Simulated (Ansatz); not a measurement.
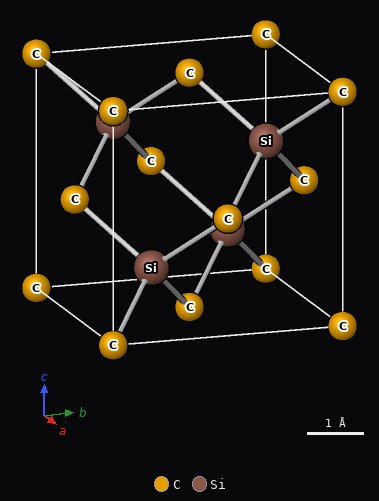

Lattice vibrations of crystalline SiC (a generated structure) at a fixed volume, space group F-43m (No. 216), at the zone centre. Style: ball-and-stick. Shown: the conventional cell (4 times the calculation's cell), slightly off an axis. Lengths and directions refer to the drawn axes.

Theory: DFT PBE, scalar-relativistic, plane waves, PAW in Ansatz 0.2.0.

The input:
```yaml
crystal:
  lattice:
    - [0.0, 2.1897, 2.1897]
    - [2.1897, 0.0, 2.1897]
    - [2.1897, 2.1897, 0.0]
  atoms:
    - { symbol: C, position: [0.0, 0.0, 0.0] }
    - { symbol: Si, position: [0.25, 0.25, 0.25] }
basis:
  ecutwfc: 420
kpoints:
  mp_grid: { grid: [8, 8, 8] }
hamiltonian:
  xc: pbe
scf:
  occupations: { method: fixed }
output:
  eigenvalues: true
phonons:
  method: dfpt
  dielectric: true
  rigid_motions: translations
  eigenvectors: true
```

Run as
```bash
ansatz run input.yaml --threads 4 --pin off --max-ram 12288MiB --backend cpu --events-out ev --progress --plain --runs-dir out
```

Frequencies are those without the non-analytic (LO–TO) term.

Q: Give the spectrum at this point.

A: The calculation's cell holds 2 atoms, so there are 3 optical modes, in 1 level. The optical modes span T₂. No level is unstable.

```csv
level,symmetry,frequency (cm⁻¹),activity
1,T₂,775,infrared- and Raman-active
```

The modes drawn as arrows (one member of each degenerate set):

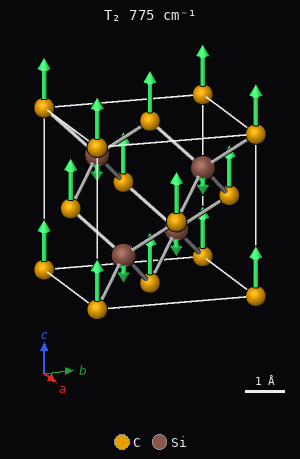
